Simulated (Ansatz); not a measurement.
# Run report: Zn64Se64, single-point calculation (part 2 of 2)

Continued. System: Zn64Se64 (F-43m, 128 atoms in the cell). Method: DFT, PBEsol, PAW, plane waves (Ansatz 0.2.0); cutoff 420 eV, 1×1×1 k-mesh, Fermi–Dirac smearing of 0.01 eV. The structure was built on a prototype by a generator.

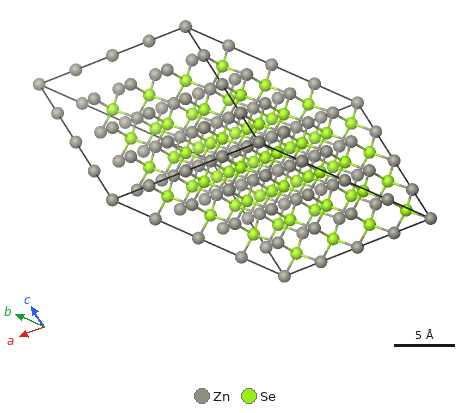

The structure (ball-and-stick view of the cell of the calculation, seen at an oblique angle).

**Output, continued**
```
--- Forces (eV/Å), atoms counted from 1 ---
  atom   1  Zn     0.00722799     0.00722773     0.00722951
  atom   2  Zn     0.00722832     0.00722750     0.00722858
  atom   3  Zn     0.00722748     0.00722786     0.00722985
  atom   4  Zn     0.00722664     0.00722661     0.00723142
  atom   5  Zn     0.00722901     0.00722972     0.00722735
  atom   6  Zn     0.00722791     0.00722671     0.00722928
  atom   7  Zn     0.00722685     0.00722713     0.00722886
  atom   8  Zn     0.00722969     0.00722956     0.00722639
  atom   9  Zn     0.00722801     0.00722645     0.00722964
  atom  10  Zn     0.00722886     0.00722913     0.00722688
  atom  11  Zn     0.00722873     0.00722942     0.00722763
  atom  12  Zn     0.00722788     0.00722722     0.00723029
  atom  13  Zn     0.00722877     0.00722883     0.00722789
  atom  14  Zn     0.00722844     0.00722999     0.00722665
  atom  15  Zn     0.00722981     0.00722921     0.00722673
  atom  16  Zn     0.00723005     0.00722939     0.00722709
  atom  17  Zn     0.00723013     0.00723034     0.00722736
  atom  18  Zn     0.00722653     0.00722798     0.00722915
  atom  19  Zn     0.00723027     0.00722851     0.00722735
  atom  20  Zn     0.00722603     0.00722867     0.00722916
  atom  21  Zn     0.00722840     0.00722936     0.00722696
  atom  22  Zn     0.00722877     0.00722755     0.00722970
  atom  23  Zn     0.00722853     0.00722914     0.00722708
  atom  24  Zn     0.00722745     0.00722820     0.00722957
  atom  25  Zn     0.00722868     0.00722829     0.00722676
  atom  26  Zn     0.00722929     0.00722824     0.00722928
  atom  27  Zn     0.00722821     0.00723010     0.00722777
  atom  28  Zn     0.00722779     0.00722684     0.00723008
  atom  29  Zn     0.00723067     0.00722874     0.00722771
  atom  30  Zn     0.00722601     0.00722762     0.00723037
  atom  31  Zn     0.00723095     0.00722935     0.00722697
  atom  32  Zn     0.00722594     0.00722642     0.00722939
  atom  33  Zn     0.00722642     0.00722799     0.00722921
  atom  34  Zn     0.00723016     0.00722964     0.00722725
  atom  35  Zn     0.00722737     0.00722694     0.00722764
  atom  36  Zn     0.00722951     0.00722915     0.00722795
  atom  37  Zn     0.00722770     0.00722736     0.00722859
  atom  38  Zn     0.00722648     0.00722640     0.00722962
  atom  39  Zn     0.00722899     0.00723000     0.00722879
  atom  40  Zn     0.00722834     0.00722709     0.00722937
  atom  41  Zn     0.00722868     0.00722898     0.00722668
  atom  42  Zn     0.00722724     0.00722728     0.00722885
  atom  43  Zn     0.00722978     0.00722973     0.00722730
  atom  44  Zn     0.00722989     0.00722957     0.00722772
  atom  45  Zn     0.00722541     0.00722654     0.00722931
  atom  46  Zn     0.00723059     0.00722979     0.00722828
  atom  47  Zn     0.00722690     0.00722710     0.00722995
  atom  48  Zn     0.00723011     0.00722955     0.00722730
  atom  49  Zn     0.00722780     0.00722857     0.00722893
  atom  50  Zn     0.00722744     0.00722719     0.00722870
  atom  51  Zn     0.00722959     0.00723018     0.00722695
  atom  52  Zn     0.00722712     0.00722818     0.00722907
  atom  53  Zn     0.00722697     0.00722615     0.00723007
  atom  54  Zn     0.00722970     0.00722997     0.00722711
  atom  55  Zn     0.00722752     0.00722640     0.00722944
  atom  56  Zn     0.00722736     0.00722698     0.00722943
  atom  57  Zn     0.00722991     0.00722897     0.00722807
  atom  58  Zn     0.00722921     0.00723058     0.00722655
  atom  59  Zn     0.00722674     0.00722592     0.00722961
  atom  60  Zn     0.00722988     0.00722983     0.00722751
  atom  61  Zn     0.00722952     0.00722908     0.00722722
  atom  62  Zn     0.00722672     0.00722741     0.00723019
  atom  63  Zn     0.00722982     0.00723137     0.00722781
  atom  64  Zn     0.00722962     0.00722849     0.00722708
  atom  65  Se    -0.00722630    -0.00722419    -0.00723458
  atom  66  Se    -0.00722976    -0.00722638    -0.00723054
  atom  67  Se    -0.00722748    -0.00722727    -0.00722617
  atom  68  Se    -0.00722582    -0.00722579    -0.00723299
  atom  69  Se    -0.00723096    -0.00723153    -0.00722897
  atom  70  Se    -0.00722505    -0.00722770    -0.00722970
  atom  71  Se    -0.00722864    -0.00723154    -0.00722962
  atom  72  Se    -0.00723375    -0.00723054    -0.00722701
  atom  73  Se    -0.00722661    -0.00722218    -0.00723194
  atom  74  Se    -0.00723356    -0.00723590    -0.00722617
  atom  75  Se    -0.00722863    -0.00723171    -0.00722517
  atom  76  Se    -0.00722725    -0.00722458    -0.00723132
  atom  77  Se    -0.00722902    -0.00723153    -0.00722711
  atom  78  Se    -0.00722888    -0.00723557    -0.00722657
  atom  79  Se    -0.00723215    -0.00722666    -0.00722900
  atom  80  Se    -0.00723215    -0.00722917    -0.00722798
  atom  81  Se    -0.00723488    -0.00723631    -0.00722638
  atom  82  Se    -0.00722704    -0.00723229    -0.00723145
  atom  83  Se    -0.00723348    -0.00722984    -0.00722754
  atom  84  Se    -0.00722725    -0.00722975    -0.00723137
  atom  85  Se    -0.00723360    -0.00723419    -0.00722620
  atom  86  Se    -0.00723167    -0.00722870    -0.00723261
  atom  87  Se    -0.00723457    -0.00723353    -0.00723163
  atom  88  Se    -0.00722904    -0.00723016    -0.00722715
  atom  89  Se    -0.00723509    -0.00723455    -0.00722966
  atom  90  Se    -0.00722956    -0.00722784    -0.00722703
  atom  91  Se    -0.00722916    -0.00723243    -0.00722720
  atom  92  Se    -0.00722641    -0.00722906    -0.00723197
  atom  93  Se    -0.00723661    -0.00723330    -0.00722784
  atom  94  Se    -0.00722632    -0.00722641    -0.00723065
  atom  95  Se    -0.00723359    -0.00723346    -0.00722327
  atom  96  Se    -0.00723075    -0.00723126    -0.00723328
  atom  97  Se    -0.00722783    -0.00722421    -0.00723272
  atom  98  Se    -0.00723325    -0.00723378    -0.00722878
  atom  99  Se    -0.00722961    -0.00722774    -0.00723169
  atom 100  Se    -0.00723557    -0.00723093    -0.00722811
  atom 101  Se    -0.00723307    -0.00722796    -0.00723302
  atom 102  Se    -0.00722952    -0.00722701    -0.00723182
  atom 103  Se    -0.00723173    -0.00722886    -0.00722825
  atom 104  Se    -0.00723040    -0.00722981    -0.00723451
  atom 105  Se    -0.00723215    -0.00723074    -0.00723042
  atom 106  Se    -0.00722946    -0.00722935    -0.00723477
  atom 107  Se    -0.00723180    -0.00723076    -0.00722902
  atom 108  Se    -0.00723103    -0.00722786    -0.00722750
  atom 109  Se    -0.00722741    -0.00722809    -0.00723495
  atom 110  Se    -0.00723190    -0.00723020    -0.00723193
  atom 111  Se    -0.00722751    -0.00722410    -0.00723259
  atom 112  Se    -0.00723690    -0.00723120    -0.00723043
  atom 113  Se    -0.00722596    -0.00722846    -0.00723329
  atom 114  Se    -0.00722863    -0.00722852    -0.00723537
  atom 115  Se    -0.00723462    -0.00723418    -0.00722907
  atom 116  Se    -0.00722699    -0.00723422    -0.00723238
  atom 117  Se    -0.00722849    -0.00722862    -0.00723064
  atom 118  Se    -0.00722819    -0.00723153    -0.00722866
  atom 119  Se    -0.00722840    -0.00723019    -0.00723362
  atom 120  Se    -0.00722842    -0.00723031    -0.00723164
  atom 121  Se    -0.00723107    -0.00723533    -0.00722570
  atom 122  Se    -0.00722801    -0.00723590    -0.00722531
  atom 123  Se    -0.00723000    -0.00722759    -0.00723901
  atom 124  Se    -0.00723135    -0.00723234    -0.00722744
  atom 125  Se    -0.00723193    -0.00723363    -0.00722751
  atom 126  Se    -0.00722321    -0.00722909    -0.00723557
  atom 127  Se    -0.00722767    -0.00723086    -0.00722981
  atom 128  Se    -0.00723333    -0.00723262    -0.00723536
  max |Σ_I F_I| component: 1.15e-4 eV/Å
--- Stress (GPa, compression-positive) ---
        0.200388      -0.209965      -0.209965
       -0.209965       0.200388      -0.209965
       -0.209965      -0.209965       0.200388
  P = ⅓ Tr σ = 0.2004 GPa (2.004 kbar)
--- Band table (eV) ---
  k-point 0: bands = ["-40.0232", "-40.0232", "-40.0232", "-40.0232", "-40.0231", "-40.0231", "-40.0231", "-40.0231", "-40.0231", "-40.0231", ... 866 levels left out ..., "6.0397", "6.1912", "6.1912", "6.1912", "6.2532", "6.2532", "6.2799", "6.2799", "6.2799", "6.3997", "6.3997", "6.3997", "6.4093", "6.4474", "6.4474", "6.4474", "6.5925", "6.5925", "6.8712", "6.8712", "8.5661", "9.4047", "9.5121", "9.5531", "9.6432", "9.6432", "9.6432", "9.8319", "9.8319",
      "9.8319", "9.8367", "9.8367", "9.8367", "9.8400", "9.8400", "9.8400", "10.3264", "10.3264", "10.3264", "10.4337", "10.4337", "10.4337", "10.5419", "10.5419", "10.5419", "10.5911", "10.5911", "10.5911", "10.6072", "10.6072", "10.6072", "10.6379", "10.6379", "10.6379", "10.6939", "10.6939", "10.6939", "10.6939", "10.6939", "10.6939", "10.7072", "10.7072", "10.7072", "10.7999", "10.7999", "10.7999", "10.7999", "10.7999", "10.7999",
      "10.8413", "10.8413", "10.8413", "10.9355", "10.9355", "10.9355", "10.9816", "10.9816", "10.9816", "11.1276", "11.1276", "11.1276", "11.1276", "11.1276", "11.1276", "11.1400", "11.1400", "11.1400", "11.7365", "11.7365", "11.7365", "11.8612", "11.8612", "11.8612", "11.8612", "11.8612", "11.8612", "11.8690", "11.8690", "11.8690", "12.4062", "12.4062", "12.4062", "12.4062", "12.4062", "12.4062", "12.4740", "12.4740", "12.4740", "12.4740",
      "12.4740", "12.4740", "12.4911", "12.4911", "12.4911", "12.4911", "12.4911", "12.4911", "12.5835", "12.5835", "12.5835", "12.5897", "12.6182", "12.6182", "12.6182", "12.7143", "12.7143", "12.7972", "12.7972", "12.7972", "12.7972", "12.7972", "12.7972", "12.8335", "12.8521", "12.8521", "12.8521", "13.0148", "13.0148", "13.0148", "13.0389", "13.0389", "13.0389", "13.1209", "13.1209", "13.1209", "13.1280", "13.1280", "13.1670", "13.1670",
      "13.1670", "13.2372", "13.2372", "13.2647", "13.2647", "13.2647", "13.3280", "13.3280", "13.3593", "13.3593", "13.3593", "13.4726", "13.4726", "13.4726", "13.4726", "13.4726", "13.4726", "13.5165", "13.5165", "13.5165", "13.5191", "13.5191", "13.5191", "13.5323", "13.5323", "13.5323", "13.7381", "13.7381", "13.7381", "13.7951", "13.7951", "13.7951", "13.8625", "13.8625", "13.8625", "13.8625", "13.8625", "13.8625", "13.9067", "13.9067",
      "13.9068", "13.9068", "13.9068", "13.9068", "14.1702", "14.1973", "14.1973", "14.1973", "14.2655", "14.2655", "14.2655"]
--- Löwdin populations: 128 sites ---
  site symbol       q [e]
     0     Zn     10.7605
     1     Zn     10.7605
     2     Zn     10.7605
     3     Zn     10.7605
     4     Zn     10.7605
     5     Zn     10.7605
     6     Zn     10.7605
     7     Zn     10.7605
     8     Zn     10.7605
     9     Zn     10.7605
    10     Zn     10.7605
    11     Zn     10.7605
    12     Zn     10.7605
    13     Zn     10.7605
    14     Zn     10.7605
    15     Zn     10.7605
    16     Zn     10.7605
    17     Zn     10.7605
    18     Zn     10.7605
    19     Zn     10.7605
    20     Zn     10.7605
    21     Zn     10.7605
    22     Zn     10.7605
    23     Zn     10.7605
    24     Zn     10.7605
    25     Zn     10.7605
    26     Zn     10.7605
    27     Zn     10.7605
    28     Zn     10.7605
    29     Zn     10.7605
    30     Zn     10.7605
    31     Zn     10.7605
    32     Zn     10.7605
    33     Zn     10.7605
    34     Zn     10.7605
    35     Zn     10.7605
    36     Zn     10.7605
    37     Zn     10.7605
    38     Zn     10.7605
    39     Zn     10.7605
    40     Zn     10.7605
    41     Zn     10.7605
    42     Zn     10.7605
    43     Zn     10.7605
    44     Zn     10.7605
    45     Zn     10.7605
    46     Zn     10.7605
    47     Zn     10.7605
    48     Zn     10.7605
    49     Zn     10.7605
    50     Zn     10.7605
    51     Zn     10.7605
    52     Zn     10.7605
    53     Zn     10.7605
    54     Zn     10.7605
    55     Zn     10.7605
    56     Zn     10.7605
    57     Zn     10.7605
    58     Zn     10.7605
    59     Zn     10.7605
    60     Zn     10.7605
    61     Zn     10.7605
    62     Zn     10.7605
    63     Zn     10.7605
    64     Se     17.0383
    65     Se     17.0383
    66     Se     17.0383
    67     Se     17.0383
    68     Se     17.0383
    69     Se     17.0383
    70     Se     17.0383
    71     Se     17.0383
    72     Se     17.0383
    73     Se     17.0383
    74     Se     17.0383
    75     Se     17.0383
    76     Se     17.0383
    77     Se     17.0383
    78     Se     17.0383
    79     Se     17.0383
    80     Se     17.0383
    81     Se     17.0383
    82     Se     17.0383
    83     Se     17.0383
    84     Se     17.0383
    85     Se     17.0383
    86     Se     17.0383
    87     Se     17.0383
    88     Se     17.0383
    89     Se     17.0383
    90     Se     17.0383
    91     Se     17.0383
    92     Se     17.0383
    93     Se     17.0383
    94     Se     17.0383
    95     Se     17.0383
    96     Se     17.0383
    97     Se     17.0383
    98     Se     17.0383
    99     Se     17.0383
   100     Se     17.0383
   101     Se     17.0383
   102     Se     17.0383
   103     Se     17.0383
   104     Se     17.0383
   105     Se     17.0383
   106     Se     17.0383
   107     Se     17.0383
   108     Se     17.0383
   109     Se     17.0383
   110     Se     17.0383
   111     Se     17.0383
   112     Se     17.0383
   113     Se     17.0383
   114     Se     17.0383
   115     Se     17.0383
   116     Se     17.0383
   117     Se     17.0383
   118     Se     17.0383
   119     Se     17.0383
   120     Se     17.0383
   121     Se     17.0383
   122     Se     17.0383
   123     Se     17.0383
   124     Se     17.0383
   125     Se     17.0383
   126     Se     17.0383
   127     Se     17.0383
  spilling = 0.007184 (of n_electrons = 1792.000000)
```
